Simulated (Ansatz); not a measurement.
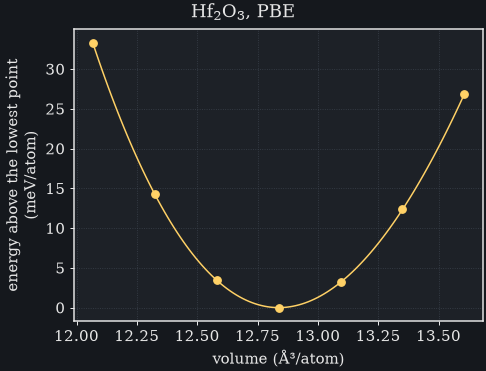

Plotted: energy above the lowest point against volume for Hf₂O₃, space group Pn-3m (No. 224) (one of a set of cubic test structures, which need not be the stable phase).

Calculation (Ansatz 0.2.0 development build): equation of state of a cubic crystal from periodic Kohn-Sham density functional theory without spin, third-order Birch-Murnaghan fit to the free energies; pressure corrected for the finite basis. Level: PBE.

```csv
setting,value
structure type,cubic X2O3
atoms in cell,10
space group number,224
lattice centring,simple cubic
k mesh,22×22×22
occupation method,Fermi–Dirac
occupation width,0.06123 eV
wave cutoff,420 eV
datasets,soft-1 PAW
density tolerance,1.3e-07 eV
bands,81
density cutoff ratio,4
search for lower states,default
```

From this curve and the settings, what does the calculation give for the pressure at the same points?

The pressure falls from 14.6 GPa at volume 12.07 Å³/atom to −10.6 GPa at 13.61 Å³/atom, and changes sign near 12.84 Å³/atom.

```json
{"volume (Å³/atom)": "12.07", "pressure (GPa)": "14.6"}
{"volume (Å³/atom)": "12.32", "pressure (GPa)": "9.2"}
{"volume (Å³/atom)": "12.58", "pressure (GPa)": "4.4"}
{"volume (Å³/atom)": "12.84", "pressure (GPa)": "0.0"}
{"volume (Å³/atom)": "13.09", "pressure (GPa)": "-3.9"}
{"volume (Å³/atom)": "13.35", "pressure (GPa)": "-7.5"}
{"volume (Å³/atom)": "13.61", "pressure (GPa)": "-10.6"}
```

Caveats: cubic model structure, not the ambient form.
